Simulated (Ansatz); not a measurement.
**Geometry relaxation of Al (part 2 of 2)**

The same run, continued: Al (slab, 13 atoms in the cell); DFT PBE, scalar-relativistic, plane waves, PAW, no spin polarisation (Ansatz 0.2.0); cutoff 420 eV, 6×6×1 k-mesh, Gaussian smearing of 0.1 eV. The structure derives from an entry of the Crystallography Open Database. The input holds or restrains some coordinates.

Geometry of the input (Å; fractional positions):
```
5.7143  0.0000  0.0000
-2.8572  4.9487  0.0000
0.0000  0.0000  20.1016
Al 0.3333  0.1667  0.1990
Al 0.3333  0.6667  0.1990
Al 0.8333  0.1667  0.1990
Al 0.8333  0.6667  0.1990
Al 0.1667  0.3333  0.3135
Al 0.1667  0.8333  0.3135
Al 0.6667  0.3333  0.3135
Al 0.6667  0.8333  0.3135
Al 0.0000  0.0000  0.4279
Al -0.0000  0.5000  0.4279
Al 0.5000  0.0000  0.4279
Al 0.5000  0.5000  0.4279
Al 0.1667  0.0833  0.5468
```

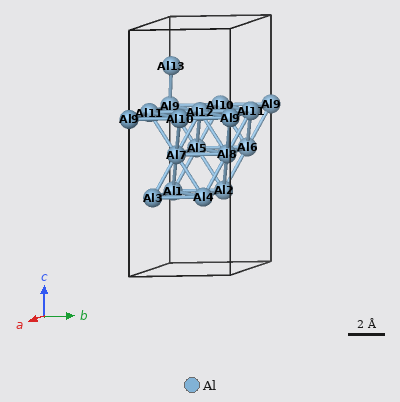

Figure 1. The geometry at step 1 of the log (ball-and-stick view of the cell of the calculation, with the vacuum cut short, seen slightly off an axis; atoms are numbered from 1 in the order of the input).

### The program's output, continued
```
SCF iter   1: F=—  HF=-6983.569153 eV  |F-HF|=—  |Δ(HF+E_count)|=         —  Δρ=6.97e-6  dr2=7.00e-7  ethr=1.79e-9  p=-0.024 e·Å  D=-7.57e-3 V/Å  ΔV_dip=0.15 eV  dr2_dipole=2.80e-8  V_vac-E_F(+/−)=4.17/4.01 eV  ⟨swp⟩=1.0  Hψ=1170  notcnv=0
efield: sawtooth ramp at fractional position 0.8529 (handed on by an earlier solve), width 0.0400; the density the first Hamiltonian is built on has a dipole p = -0.024 e·Å; the dipole correction subtracts the counter field D = -7.57e-3 V/Å, which shifts the + side's vacuum level by +0.15 eV against the − side's; the planar-averaged density in the ramp window peaks in size at 2.7e-6 e/Å³
preconditioner: auto → LDOS  [insulator: Δε(μ)=0.126 eV  Ē_g=6.044 eV  σ=0.100 eV  W_gap=0.61  n_scr=52 (ndim 8)  ℏωp=9.7 eV  f_vac=0.453  D(μ)=3.36/eV (n_scr^D=6)  ε∞_Penn≈3.6  β→1.0]
SCF iter   2: F=—  HF=-6983.569179 eV  |F-HF|=—  |Δ(HF+E_count)|=   2.64e-5  Δρ=4.12e-6  dr2=1.20e-6  ethr=1.79e-9  p=-0.024 e·Å  D=-7.56e-3 V/Å  ΔV_dip=0.15 eV  dr2_dipole=2.49e-7  V_vac-E_F(+/−)=4.17/4.01 eV  ⟨swp⟩=2.0  Hψ=615  notcnv=0
SCF iter   3: F=-6983.569179 eV  HF=-6983.569179 eV  |F-HF|=4.24e-8  |Δ(HF+E_count)|=   9.72e-8  Δρ=1.19e-6  dr2=4.41e-8  ethr=2.56e-10  p=-0.024 e·Å  D=-7.56e-3 V/Å  ΔV_dip=0.15 eV  dr2_dipole=1.11e-8  V_vac-E_F(+/−)=4.17/4.01 eV  ⟨swp⟩=10.7  Hψ=3139  notcnv=0
SCF 2 converged in 3 iterations: F = -6983.569179 eV  dr2 = 4.41e-8
relax step   2: F+E_penalty+E_count = -6983.56917904 eV  Δ(F+E_penalty+E_count) = -3.084e-7 eV  max|allowed force component| = 1.579e-2 eV/Å  Δτ_max = 0.0000 Å  (3 SCF iters, accepted)
WARN: The output density's exchange-correlation potential varies sharply where the density is thin. Do not read a vacuum level from v_tot or v_xc, or from such a field of the output density. On a cell that repeats whose density bears no net charge and no dipole along the vacuum's axis use v_es (v_loc + v_h of the components); under efield.dipole_correction with no amplitude use v_es + v_field, which holds any external_charges[].barrier, or the levels of the report's work_function block, which leave it out; under a non-zero efield.amplitude the vacuum is tilted and has no level; on a cell that repeats and bears such a dipole with no correction it is tilted too, and efield.dipole_correction with no amplitude gives each side of its ramp a level where efield: is served; in a cell that repeats whose density bears a net charge (total_charge, or a fill off its count) it is curved and has none; of a slab under crystal.periodic whose density bears no net charge use v_es, which has a level on each side, short of where the two are joined; of another it falls or rises all the way out and has none; of a slab beside external_charges read slab_vacuum_level instead, which it has where they leave it neutral. The grid or the basis barely resolves most such structure, and the values can differ between equally converged runs; as a rule a tighter scf.convergence.dr2_threshold does not remove it. Where the density itself ripples (under the LDA too) a higher basis.ecutwfc lessens it. The files hold the spikes' plane waves up to the density's cutoff. Files: v_tot_of_output_density and the like, and their columns of v_z.tsv (output.write_potential); v_xc_of_output_density and the like, and their columns of v_comp_z.tsv (output.write_potential_components). Measured: with its Gaussian average of σ = 0.25 Å subtracted twice, the exchange-correlation potential is over 0.1 eV at 643 of the grid points where the equally averaged density (valence and model cores) is under 1e-3 e/Å³, and 0.460 eV at the most among them, at an averaged density of 1.6e-7 e/Å³. The input density's (outcome.potential() and, of a run that writes arrays, v_tot and v_xc) is over 0.1 eV, so measured, at 587 points of its own thin density, 0.542 eV at the most. See output.write_potential in the manual, Limitations
SCF converged after 3 iterations
Free energy (F): -6983.569179 eV
Harris-Foulkes:  -6983.569179 eV  (|F-HF|=4.24e-8)
Internal energy: -6983.552362 eV  (E = F + TS)
E sigma→0 (E₀):  -6983.560770 eV
Entropy (-TS):   -0.016817 eV (-1.294 meV/atom)
Fermi energy:    0.484637 eV
Dipole field:    D = -0.007646 V/Å  (p = -0.024021 e·Å, saw-weighted, corrected)
Work function:   Φ+ = 4.1664 eV   Φ− = 4.0127 eV
Levels:          The Fermi level and band energies are counted from a zero that moves with the ramp; work functions are not
--- Per-component energies (eV) ---
  E_band       = -135.806307
  E_kinetic    = 279.188957
  E_local      = -6016.204388  (includes V_loc(G=0)·N_el)
  E_nonlocal   = 137.776786
  E_hartree    = 2936.949601
  E_xc         = -506.531673
  E_vxc        = -362.789597  (∫ρ·V_xc dr)
  E_paw        = -6075.051066  (= ΣΔE_a)
  E_vpaw       = -47.428659  (= ΣTr[D̂ρ^β])
  E_aug_tail   = -0.000028  (compensation charges beyond the density's cutoff)
  E_efield     = 0.000092  (sawtooth field / dipole correction)
  E_vefield    = -0.248492  (∫n·V_field dr)
  E_ewald      = 2260.319357
  E_smearing   = -0.016817  (= −TS)
  E_closure    = -0.000000  (closes the sum)
  Σ components = -6983.569179   (vs F -6983.569179, Δ=0.00e0)
--- Forces (eV/Å), atoms counted from 1 ---
  atom   1  Al    -0.03227052    -0.01863139    -0.09329920
  atom   2  Al    -0.01192662    -0.00688584    -0.02084614
  atom   3  Al     0.00926664     0.00089614    -0.08027590
  atom   4  Al     0.00540940     0.00757708    -0.08027590
  atom   5  Al     0.00013756    -0.00968685    -0.00204658
  atom   6  Al    -0.00832028     0.00496255    -0.00204658
  atom   7  Al    -0.01331059    -0.00768487     0.05886320
  atom   8  Al     0.02874571     0.01659634     0.10998163
  atom   9  Al    -0.32142711    -0.18557603    -0.76996592
  atom  10  Al     0.05837263     0.03370145     0.23997360
  atom  11  Al    -0.13346074     0.02795137     0.31208962
  atom  12  Al    -0.04252377    -0.12955607     0.31208962
  atom  13  Al     0.46130253     0.26633314     0.01578564
  max |Σ_I F_I| component: 2.71e-5 eV/Å
--- Band table (eV; the first three rows and the last of 13) ---
  k-point 0: bands = ["-10.0422", "-8.4011", "-5.9865", "-4.2702", "-4.1648", "-4.1612", "-4.1337", "-4.1328", "-4.1307", "-3.7502", "-2.8062", "-2.7651", "-2.7357", "-2.2764", "-2.2597", "-2.2026", "-1.5884", "-0.2793", "-0.0728", "-0.0125", "0.1502", "0.3092", "0.3589", "1.2446", "2.0634", "2.1474", "2.3565", "3.0215", "3.0652", "3.1627", "3.6522", "4.2258", "4.2358"]
  k-point 1: bands = ["-9.8751", "-8.2365", "-5.9622", "-5.8034", "-4.9595", "-4.9455", "-4.3583", "-3.7534", "-3.3415", "-3.1977", "-3.0440", "-3.0227", "-2.2323", "-1.7756", "-1.4631", "-1.4145", "-1.2978", "-0.6878", "-0.5364", "-0.3615", "0.8421", "0.9359", "1.1437", "1.4025", "1.8267", "2.0626", "2.1401", "3.0940", "3.3381", "3.5862", "3.9724", "4.2584", "4.4822"]
  k-point 2: bands = ["-9.3751", "-7.7475", "-7.3903", "-5.8476", "-5.4727", "-5.4286", "-5.2730", "-4.0035", "-3.8030", "-3.4643", "-2.7953", "-1.7699", "-1.7488", "-1.4153", "-1.1437", "-0.9260", "-0.2602", "0.0105", "0.1241", "0.3686", "1.1454", "1.3986", "1.4854", "1.9165", "2.0223", "2.0946", "2.5121", "2.7108", "2.8045", "3.4529", "3.7189", "3.9519", "4.0772"]
  k-point 12: bands = ["-8.5554", "-8.5371", "-7.0064", "-6.8464", "-5.6208", "-5.5903", "-4.8916", "-4.2007", "-3.9602", "-3.9509", "-2.8365", "-1.5279", "-1.3574", "-1.3464", "-0.5854", "0.0275", "0.0365", "0.2342", "0.3144", "1.1172", "1.1327", "1.3079", "1.4879", "1.7426", "2.1357", "2.1512", "2.2205", "2.9361", "3.1002", "3.3742", "3.6021", "4.1518", "4.2991"]
--- Relaxed structure (2 steps of the walk, 2 accepted, 0 SCFs on fresh bases) ---
  F+E_penalty+E_count = -6983.56917904 eV   max|allowed force component| = 1.579e-2 eV/Å
  atoms:
    - { symbol: Al, position: [0.3333333332999999, 0.16666666665000004, 0.1989887147] }
    - { symbol: Al, position: [0.3333333332999999, 0.66666666665, 0.1989887147] }
    - { symbol: Al, position: [0.8333333332999999, 0.16666666665000004, 0.1989887147] }
    - { symbol: Al, position: [0.8333333332999999, 0.66666666665, 0.1989887147] }
    - { symbol: Al, position: [0.16666666669999997, 0.3333333333499999, 0.3134533099] }
    - { symbol: Al, position: [0.16666666670000002, 0.8333333333500001, 0.3134533099] }
    - { symbol: Al, position: [0.6666666666999999, 0.3333333333499999, 0.3134533099] }
    - { symbol: Al, position: [0.6666666666999999, 0.8333333333499999, 0.3134533099] }
    - { symbol: Al, position: [0.0, -1.174274352931633e-17, 0.4279074452] }
    - { symbol: Al, position: [0.0, 0.5, 0.4279074452] }
    - { symbol: Al, position: [0.49999999999999994, -1.1742743529316328e-17, 0.4279074452] }
    - { symbol: Al, position: [0.5, 0.5000000000000001, 0.4279074452] }
    - { symbol: Al, position: [0.16666666669999997, 0.08333333334999996, 0.5467747907] }
```

### Trajectory as extended XYZ (Å, eV, eV/Å), 2 frames, from step=1 to step=2
```
13
Lattice="5.7143 0.0000 0.0000 -2.8572 4.9487 0.0000 0.0000 0.0000 20.1016" Properties=species:S:1:pos:R:3:forces:R:3 step=1 energy=-6983.56918
Al    1.4286    0.8248    4.0000   -0.0322  -0.0186  -0.0935
Al    0.0000    3.2992    4.0000   -0.0119  -0.0069  -0.0209
Al    4.2857    0.8248    4.0000    0.0092   0.0009  -0.0804
Al    2.8572    3.2992    4.0000    0.0054   0.0076  -0.0804
Al    0.0000    1.6496    6.3009    0.0001  -0.0096  -0.0020
Al   -1.4286    4.1239    6.3009   -0.0083   0.0049  -0.0020
Al    2.8572    1.6496    6.3009   -0.0133  -0.0077   0.0590
Al    1.4286    4.1239    6.3009    0.0287   0.0166   0.1100
Al    0.0000    0.0000    8.6016   -0.3214  -0.1856  -0.7699
Al   -1.4286    2.4744    8.6016    0.0583   0.0337   0.2399
Al    2.8572    0.0000    8.6016   -0.1335   0.0280   0.3121
Al    1.4286    2.4744    8.6016   -0.0425  -0.1296   0.3121
Al    0.7143    0.4124   10.9911    0.4613   0.2663   0.0157
13
Lattice="5.7143 0.0000 0.0000 -2.8572 4.9487 0.0000 0.0000 0.0000 20.1016" Properties=species:S:1:pos:R:3:forces:R:3 step=2 energy=-6983.56918
Al    1.4286    0.8248    4.0000   -0.0323  -0.0186  -0.0933
Al    0.0000    3.2992    4.0000   -0.0119  -0.0069  -0.0208
Al    4.2857    0.8248    4.0000    0.0093   0.0009  -0.0803
Al    2.8572    3.2992    4.0000    0.0054   0.0076  -0.0803
Al    0.0000    1.6496    6.3009    0.0001  -0.0097  -0.0020
Al   -1.4286    4.1239    6.3009   -0.0083   0.0050  -0.0020
Al    2.8572    1.6496    6.3009   -0.0133  -0.0077   0.0589
Al    1.4286    4.1239    6.3009    0.0287   0.0166   0.1100
Al    0.0000    0.0000    8.6016   -0.3214  -0.1856  -0.7700
Al   -1.4286    2.4744    8.6016    0.0584   0.0337   0.2400
Al    2.8572    0.0000    8.6016   -0.1335   0.0280   0.3121
Al    1.4286    2.4744    8.6016   -0.0425  -0.1296   0.3121
Al    0.7143    0.4124   10.9911    0.4613   0.2663   0.0158
```

### Summary

| quantity | value |
| --- | --- |
| outcome | converged under the restraints of the input |
| electrons treated | 39 |
| free energy | −6983.5692 eV |
| work function, top face | 4.17 eV |
| work function, bottom face | 4.01 eV |
| Fermi energy | 0.485 eV |
| gap on the k-point mesh | none (metallic) |
| final volume | 568.45 Å³ |
| work function (upper face) | 4.17 eV |
| largest force (length of the vector) at the end, held atoms and coordinates included | 0.855 eV/Å |
| hardware | 4 threads of Arm Neoverse V1, 24 GiB of memory available, shared host |
| wall time | 12 s (CPU time 46 s) |
| peak memory | 0.87 GiB |

### Notes

The program warns: the exchange-correlation potential is rough where the density is thin.
